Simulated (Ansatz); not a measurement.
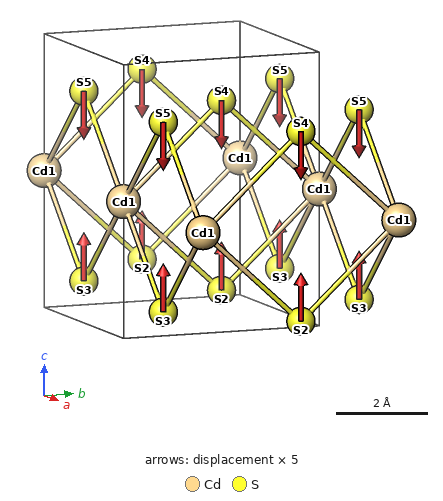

This is a relaxation of crystalline CdS₄ (a generated structure, set up in P4/mmm) (coarse preliminary run). The starting structure is drawn; red arrows show the displacements (the part carried along by the change of the cell is left out), magnified 5 times.

The picture is a ball-and-stick view of the cell of the calculation, repeated 2 × 1 × 1 with one cell outlined, seen slightly off an axis.

All numbers below come from DFT PBE, scalar-relativistic, plane waves, PAW in Ansatz 0.2.0. Set-up: plane-wave cutoff 420 eV; k-point mesh 4 × 4 × 4; occupations gaussian; smearing width 0.1 eV; no spin polarisation; cell and atoms relaxed; force threshold 0.04 eV/Å; at most 70 steps.

Q: Which element moves most?

A: Sulfur: up to 0.22 Å, against 0.00 Å for cadmium.

Q: Describe the change and its energy.

A: After 6 accepted moves (9 points after the start) the energy has fallen by 174 meV per atom. Largest force component: 1.6 eV/Å at the start, 0.00049 eV/Å at the end. The pressure goes from 0.88 to −0.01 GPa. The line search rejected the trial steps at points 5, 6 of the run. The SCF was repeated once at an unchanged geometry on a basis and grid sized afresh for the cell, which shifted the energy by 0.2 meV per atom at most. The largest moves relative to the cell, 0.22 Å, are those of S2, S3, S4 and S5. S2 goes along +c. Cd stays in place. The drawn cell changes as follows: a = b 4.688 → 4.832 Å (+3.1 %), c 6.150 → 5.014 Å (−18.5 %); the volume changes by −13.4 %. Among the contacts that change: Cd1–S2 3.170 → 2.853 Å, S2–S4 1.882 → 1.978 Å. The space group stays P4/mmm (No. 123). The run took 39 s on 1 thread of Intel(R) Xeon(R) Platinum 8259CL CPU @ 2.50GHz (Skylake/Cascade Lake), with other jobs on the host, peak memory 0.46 GiB.
